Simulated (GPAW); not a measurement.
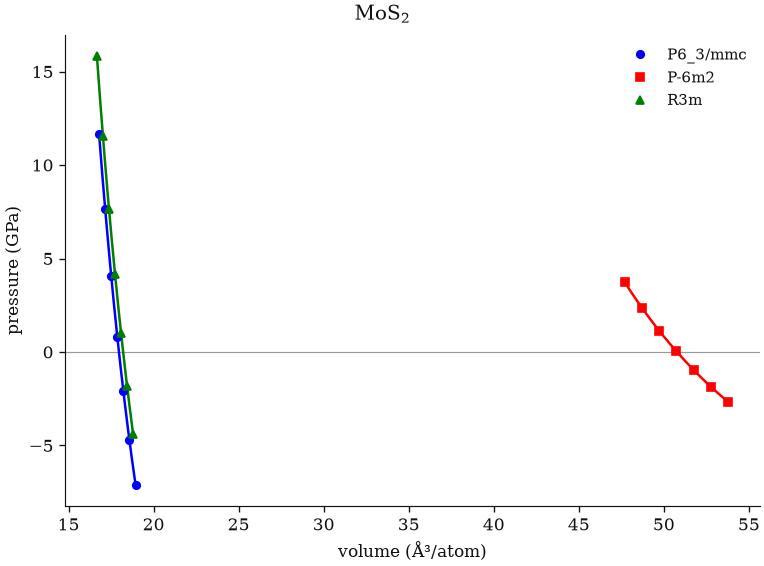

The picture above shows the pressure against volume, with one curve for each structure, for MoS₂.

Calculation (GPAW 26.7.0): PAW DFT in plane waves, on a grid or in atomic orbitals, no spin polarisation; energies at scaled volumes of the given cell, shape and fractions fixed, counted from the fit's minimum, third-order Birch-Murnaghan fit. Level: r2SCAN.

```
       setting                                 value
   occupations                           Fermi–Dirac
smearing width                               0.05 eV
    potentials  GPAW PAW data sets (gpaw data 1.2.1)
   wave cutoff                                600 eV
```

Settings that differ: P6_3/mmc: k mesh 6×6×2; P-6m2: k mesh 8×8×2; R3m: k mesh 7×7×7.

Q: Order the curves by fitted equilibrium volume, smallest first.

A: P6_3/mmc 17.974, R3m 18.220, P-6m2 50.809 Å³/atom.

Q: For P6_3/mmc: how does the pressure vary with volume?

A: It falls from 11.66 GPa at volume 16.79 Å³/atom to −7.09 GPa at 18.94 Å³/atom, and changes sign near 17.96 Å³/atom.

Q: For P-6m2: read off the course of the pressure.

A: It falls from 3.74 GPa at volume 47.69 Å³/atom to −2.66 GPa at 53.78 Å³/atom, and changes sign near 50.8 Å³/atom.

Caveats: shape and atomic fractions are frozen while scaling, which makes layered, chain and framework solids too stiff.
